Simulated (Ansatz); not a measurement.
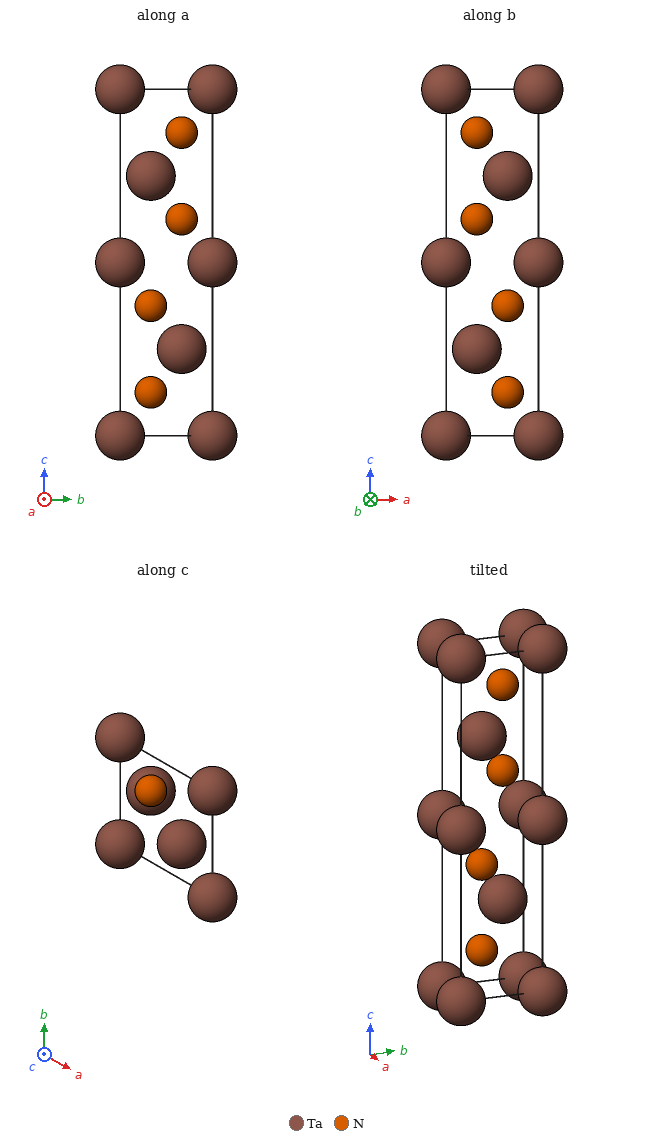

A spheres-only rendering, viewed along the a axis, along the b axis, along the c axis and slightly off an axis. Atoms at the boundary of the conventional unit cell (the box) are drawn once for each face, edge or corner they touch.

Lattice parameters: a = 3.130 Å, b = 3.130 Å, c = 10.158 Å, α = 90.00°, β = 90.00°, γ = 120.00°. Put a along x and b in the xy plane.

### Set out the cell and atoms as a POSCAR file.

```
Ta N
1.0
     3.130    0.000    0.000
    -1.565    2.711    0.000
     0.000    0.000   10.158
Ta N
4 4
Direct
  0.0000 0.0000 0.0000
  0.3333 0.6667 0.2500
  0.0000 0.0000 0.5000
  0.6667 0.3333 0.7500
  0.6667 0.3333 0.1250
  0.6667 0.3333 0.3750
  0.3333 0.6667 0.6250
  0.3333 0.6667 0.8750
```

The cell started as a structure type filled with these elements by a generator (whether the compound takes this form wasn't checked). Earlier steps of the study may have refined or changed the cell and positions. It was set up as input for a calculation with Ansatz.
